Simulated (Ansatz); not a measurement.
**What a change does: single-point calculation on TiSi2**

System: TiSi2 (Fddd, 6 atoms in the cell).
Method of run A: DFT PBEsol, scalar-relativistic, plane waves, PAW, no spin polarisation (Ansatz 0.2.0).

The structure derives from an entry of the Crystallography Open Database. Text and figures count atoms from 1; the logs count them from 0 in places.

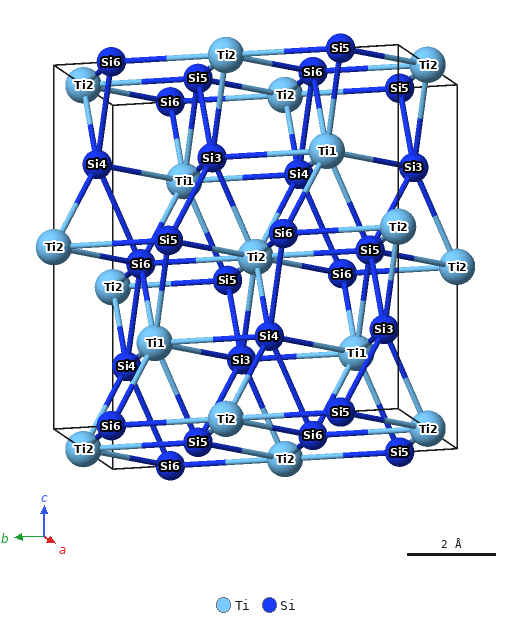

**Figure 1.** The input geometry (ball-and-stick view of the cell 4 times as large as that of the calculation, set on its symmetry axes, seen at an oblique angle; atoms are numbered from 1 in the order of the input).

## Input, run A
```yaml
crystal:
  lattice:
    - [0.0, 4.118, 4.2615]
    - [2.3865, 0.0, 4.2615]
    - [2.3865, 4.118, 0.0]
  atoms:
    - { symbol: Ti, position: [0.75, 0.75, 0.75] }
    - { symbol: Ti, position: [0.5, 0.5, 0.5] }
    - { symbol: Si, position: [0.083, 0.417, 0.083] }
    - { symbol: Si, position: [0.417, 0.083, 0.417] }
    - { symbol: Si, position: [0.167, 0.833, 0.167] }
    - { symbol: Si, position: [0.833, 0.167, 0.833] }
basis:
  ecutwfc: 420
kpoints:
  mp_grid: { grid: [6, 6, 6] }
hamiltonian:
  xc: pbesol
scf:
  occupations: { method: gaussian, width: 0.1 }
output:
  forces: true
  stress: true
  eigenvalues: true
```

Command:
```bash
ansatz run input.yaml --threads 1 --pin off --max-ram 2560MiB --backend cpu --events-out ev --progress --plain --runs-dir out
```

Hardware: 1 thread of Intel Xeon @ 2.50GHz (Skylake/Cascade Lake), 192 GiB of memory available, shared host.

## Output, shortened to warnings, some set-up lines, iterations and results (run A)
```
Basis set: ecut = 420 eV, 1617 PW (Γ), exchange–correlation on 80×72×64 points (8 copies of the dense FFT grid, shifted against one another)
Symmetry: 8 space group operations
k-points: 46 of 216
Initial density: superposition of atomic densities (neutral atoms: chi_scale 0, normalization atom), corrected by the library's trained network
[...]
SCF iter   1: F=—  HF=-7437.812132 eV  |F-HF|=—  |Δ(HF+E_count)|=         —  Δρ=4.16e-3  dr2=2.09e-2  ethr=1.77e-3  ⟨swp⟩=6.0  Hψ=5939  notcnv=0
SCF iter   2: F=—  HF=-7437.808563 eV  |F-HF|=—  |Δ(HF+E_count)|=   3.57e-3  Δρ=2.48e-3  dr2=7.43e-3  ethr=5.24e-5  ⟨swp⟩=1.0  Hψ=1564  notcnv=0
SCF iter   3: F=—  HF=-7437.806705 eV  |F-HF|=—  |Δ(HF+E_count)|=   1.86e-3  Δρ=2.27e-4  dr2=4.68e-5  ethr=1.86e-5  ⟨swp⟩=2.0  Hψ=1648  notcnv=0
SCF iter   4: F=—  HF=-7437.806698 eV  |F-HF|=—  |Δ(HF+E_count)|=   6.50e-6  Δρ=8.66e-5  dr2=7.08e-6  ethr=1.17e-7  ⟨swp⟩=2.1  Hψ=1736  notcnv=0
SCF iter   5: F=—  HF=-7437.806697 eV  |F-HF|=—  |Δ(HF+E_count)|=   1.28e-6  Δρ=2.17e-5  dr2=2.42e-7  ethr=1.77e-8  ⟨swp⟩=2.9  Hψ=2050  notcnv=0
SCF iter   6: F=-7437.806697 eV  HF=-7437.806697 eV  |F-HF|=4.29e-9  |Δ(HF+E_count)|=   2.62e-8  Δρ=3.45e-6  dr2=8.53e-9  ethr=2.50e-10  ⟨swp⟩=8.3  Hψ=5136  notcnv=0
SCF 1 converged in 6 iterations: F = -7437.806697 eV  dr2 = 8.53e-9
SCF converged after 6 iterations
Free energy (F): -7437.806697 eV
Harris-Foulkes:  -7437.806697 eV  (|F-HF|=4.29e-9)
Internal energy: -7437.797578 eV  (E = F + TS)
E sigma→0 (E₀):  -7437.802137 eV
Entropy (-TS):   -0.009120 eV (-1.520 meV/atom)
Fermi energy:    12.648688 eV
--- Per-component energies (eV) ---
  E_band       = -213.231570
  E_kinetic    = 719.720731
  E_local      = -2030.335054  (includes V_loc(G=0)·N_el)
  E_nonlocal   = 119.866519
  E_hartree    = 885.209187
  E_xc         = -420.706606
  E_vxc        = -441.648364  (∫ρ·V_xc dr)
  E_paw        = -4040.608298  (= ΣΔE_a)
  E_vpaw       = -351.251658  (= ΣTr[D̂ρ^β])
  E_aug_tail   = 0.000223  (compensation charges beyond the density's cutoff)
  E_ewald      = -2671.349290
  E_core_change = 0.405011  (= ΣΔE_core)
  E_smearing   = -0.009120  (= −TS)
  E_closure    = 0.000000  (closes the sum)
  Σ components = -7437.806697   (vs F -7437.806697, Δ=0.00e0)
--- Forces (eV/Å), atoms counted from 1 ---
  atom   1  Ti     0.00000000     0.00000000     0.00000000
  atom   2  Ti     0.00000000     0.00000000     0.00000000
  atom   3  Si     0.00000000     0.13796592     0.00000000
  atom   4  Si     0.00000000    -0.13796592     0.00000000
  atom   5  Si     0.00000000    -0.13796592     0.00000000
  atom   6  Si     0.00000000     0.13796592     0.00000000
  max |Σ_I F_I| component: 2.78e-17 eV/Å
--- Stress (GPa, compression-positive) ---
       -0.902350       0.000000       0.000000
        0.000000      -1.710168       0.000000
        0.000000       0.000000      -2.777538
  P = ⅓ Tr σ = -1.7967 GPa (-17.967 kbar)
```

Run B used a changed input.

## The two runs side by side

```tsv
quantity	run A	run B
outcome	converged	converged
free energy per atom (eV)	−1239.6344	−1239.6301
energy per atom, smearing taken to zero (eV)	−1239.6337	−1239.6293
gap on the mesh (eV)	0.00	0.00
pressure (GPa)	−1.80	−1.76
largest force (eV/Å)	0.138	0.172
SCF iterations	6	6
irreducible k-points	46	171
plane waves at Γ	1617	1617
wall time (shared host)	10 s	37 s
```

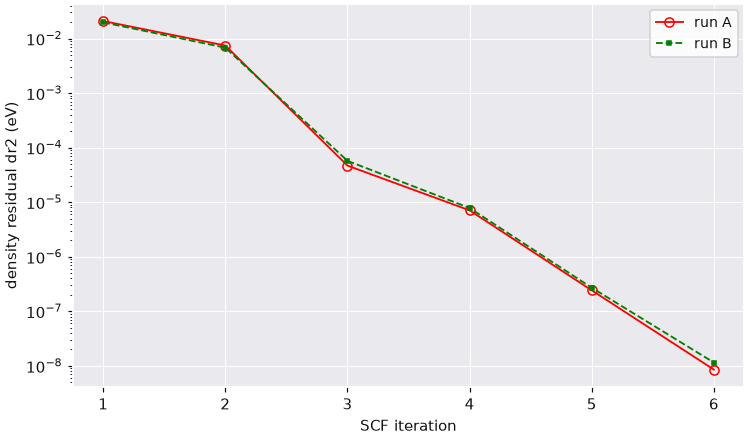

**Figure 2.** Convergence of the two runs: density residual dr2 against the SCF iteration. Run A takes 6 iterations in all, and run B takes 6.

Which change of the input explains these differences?

The change (lines with − go, lines with + come):
```diff
-  mp_grid: { grid: [6, 6, 6] }
+  mp_grid: { grid: [10, 10, 10] }
+  populations: true
```

The free energy of run B is 4.3 meV per atom higher, which measures how much it depends on this numerical setting. The largest force goes from 0.138 to 0.172 eV/Å. The number of SCF iterations is the same. The irreducible k-points go from 46 to 171. On the same kind of shared host run B took about 3.6 times as long.

## Output, shortened to warnings, some set-up lines, iterations and results (run B)
```
Basis set: ecut = 420 eV, 1617 PW (Γ), exchange–correlation on 80×72×64 points (8 copies of the dense FFT grid, shifted against one another)
Symmetry: 8 space group operations
k-points: 171 of 1000
Initial density: superposition of atomic densities (neutral atoms: chi_scale 0, normalization atom), corrected by the library's trained network
[...]
SCF iter   1: F=—  HF=-7437.785706 eV  |F-HF|=—  |Δ(HF+E_count)|=         —  Δρ=4.07e-3  dr2=1.98e-2  ethr=1.77e-3  ⟨swp⟩=6.1  Hψ=22106  notcnv=0
SCF iter   2: F=—  HF=-7437.782376 eV  |F-HF|=—  |Δ(HF+E_count)|=   3.33e-3  Δρ=2.41e-3  dr2=6.79e-3  ethr=4.96e-5  ⟨swp⟩=1.0  Hψ=5814  notcnv=0
SCF iter   3: F=—  HF=-7437.780744 eV  |F-HF|=—  |Δ(HF+E_count)|=   1.63e-3  Δρ=2.36e-4  dr2=5.72e-5  ethr=1.70e-5  ⟨swp⟩=2.0  Hψ=6023  notcnv=0
SCF iter   4: F=—  HF=-7437.780733 eV  |F-HF|=—  |Δ(HF+E_count)|=   1.14e-5  Δρ=9.21e-5  dr2=7.82e-6  ethr=1.43e-7  ⟨swp⟩=2.0  Hψ=6325  notcnv=0
SCF iter   5: F=—  HF=-7437.780731 eV  |F-HF|=—  |Δ(HF+E_count)|=   1.40e-6  Δρ=2.25e-5  dr2=2.70e-7  ethr=1.96e-8  ⟨swp⟩=2.9  Hψ=7539  notcnv=0
SCF iter   6: F=-7437.780731 eV  HF=-7437.780731 eV  |F-HF|=7.69e-9  |Δ(HF+E_count)|=   1.96e-8  Δρ=3.41e-6  dr2=1.15e-8  ethr=2.50e-10  ⟨swp⟩=8.4  Hψ=18929  notcnv=0
SCF 1 converged in 6 iterations: F = -7437.780731 eV  dr2 = 1.15e-8
SCF converged after 6 iterations
Free energy (F): -7437.780731 eV
Harris-Foulkes:  -7437.780731 eV  (|F-HF|=7.69e-9)
Internal energy: -7437.770640 eV  (E = F + TS)
E sigma→0 (E₀):  -7437.775686 eV
Entropy (-TS):   -0.010091 eV (-1.682 meV/atom)
Fermi energy:    12.572393 eV
--- Per-component energies (eV) ---
  E_band       = -213.186977
  E_kinetic    = 719.763269
  E_local      = -2030.371306  (includes V_loc(G=0)·N_el)
  E_nonlocal   = 119.872014
  E_hartree    = 885.232528
  E_xc         = -420.700029
  E_vxc        = -441.641496  (∫ρ·V_xc dr)
  E_paw        = -4040.623060  (= ΣΔE_a)
  E_vpaw       = -351.270325  (= ΣTr[D̂ρ^β])
  E_aug_tail   = 0.000223  (compensation charges beyond the density's cutoff)
  E_ewald      = -2671.349290
  E_core_change = 0.405011  (= ΣΔE_core)
  E_smearing   = -0.010091  (= −TS)
  E_closure    = 0.000000  (closes the sum)
  Σ components = -7437.780731   (vs F -7437.780731, Δ=0.00e0)
--- Forces (eV/Å), atoms counted from 1 ---
  atom   1  Ti     0.00000000     0.00000000     0.00000000
  atom   2  Ti    -0.00000000     0.00000000     0.00000000
  atom   3  Si     0.00000000     0.17158684     0.00000000
  atom   4  Si     0.00000000    -0.17158684     0.00000000
  atom   5  Si     0.00000000    -0.17158684     0.00000000
  atom   6  Si     0.00000000     0.17158684     0.00000000
  max |Σ_I F_I| component: 2.78e-17 eV/Å
--- Stress (GPa, compression-positive) ---
       -1.043893       0.000000       0.000000
        0.000000      -2.234587       0.000000
        0.000000       0.000000      -2.014317
  P = ⅓ Tr σ = -1.7643 GPa (-17.643 kbar)
--- Löwdin populations: 6 sites ---
  site symbol       q [e]
     0     Ti     11.6272
     1     Ti     11.6272
     2     Si      4.0768
     3     Si      4.0768
     4     Si      4.0768
     5     Si      4.0768
  spilling = 0.010960 (of n_electrons = 40.000000)
```
